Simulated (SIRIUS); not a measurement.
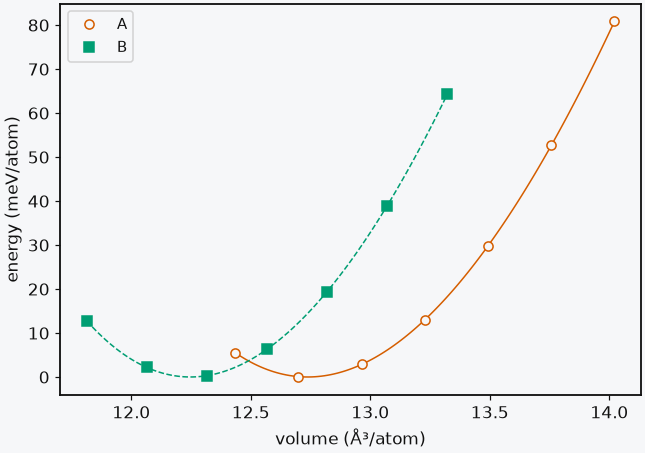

The figure compares two calculations of the energy against volume, each curve from its own zero. The first is for HfC, space group Fm-3m (No. 225).

The cell holds 2 atoms.

Computed with SIRIUS 7.10.0: plane-wave DFT, no spin polarisation; energies at scaled volumes of the given cell, shape and fractions fixed, counted from the fit's minimum, third-order Birch-Murnaghan fit. Level: PBEsol.

```json
{"setting": "k mesh", "value": "10×10×10"}
{"setting": "occupations", "value": "Fermi–Dirac"}
{"setting": "smearing width", "value": "0.05 eV"}
{"setting": "potentials", "value": "dojo sr pbesol 0.4.1 standard"}
{"setting": "wave cutoff", "value": "1127 eV"}
{"setting": "density cutoff", "value": "4507 eV"}
```

In the second, Hf is replaced by Zr on all its sites, which gives ZrC in the same structure.

**Which of A and B is the second calculation, and what did the change do?**

A. The equilibrium volume rises from 12.25 to 12.74 Å³/atom (+4.0 %) and the bulk modulus falls from 251 to 236 GPa (−6.0 %).

V0 and the bulk modulus come from third-order Birch–Murnaghan fits.
